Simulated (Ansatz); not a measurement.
System: Te₂Mo, space group P6_3/mmc (No. 194).

The given structure:
```xyz
6
Lattice="3.5566 0.0000 0.0000 -1.7783 3.0801 0.0000 0.0000 0.0000 15.3429" Properties=species:S:1:pos:R:3 pbc="T T T"
Te    0.0000    2.0534    9.6991
Te    1.7783    1.0267    2.0276
Te    0.0000    2.0534   13.3153
Te    1.7783    1.0267    5.6439
Mo    0.0000    2.0534    3.8357
Mo    1.7783    1.0267   11.5072
```

Computed with Ansatz 0.2.0: optical phonons of an insulator on the approach to the zone centre along x, y and z with the field of polar modes, imaginary frequencies are negative, field response on a mesh refined by the program; plane waves with PAW datasets. Level: PBE, no spin polarisation.

- wave cutoff: 420 eV
- k mesh: 12×12×2
- occupations: fixed
- pressure: 0 GPa

Describe the result: the polar optical modes, transverse and longitudinal, for each direction of approach to the zone centre.

Along x the polar lines lie at 229.1, 239.1, 281.1 cm⁻¹; along y the polar lines lie at 229.1, 239.1, 281.1 cm⁻¹; along z the polar lines lie at 229.1, 283.4 cm⁻¹ (lines above 2 % of the strongest).

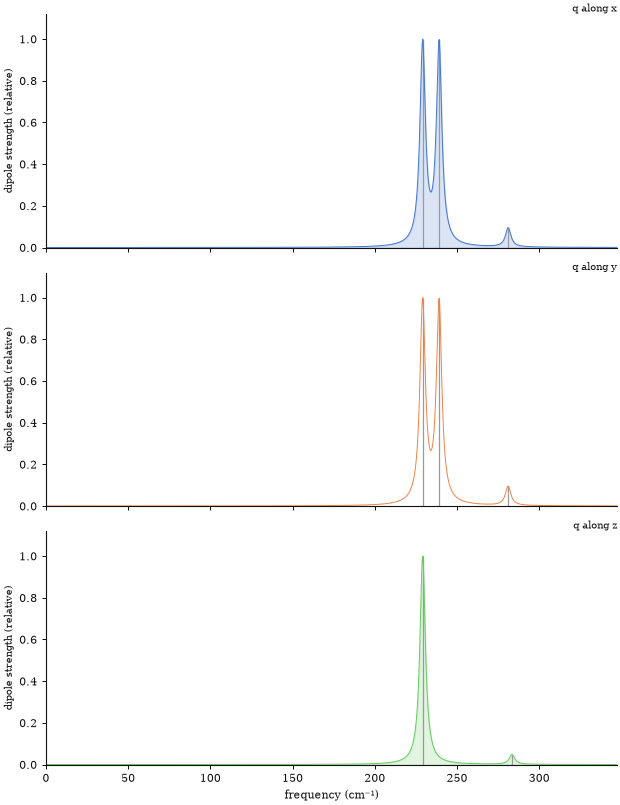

Lines are broadened by Lorentzians of 4 cm⁻¹ full width; each panel is scaled to its strongest line.

Caveats: weakly bound, no dispersion correction.
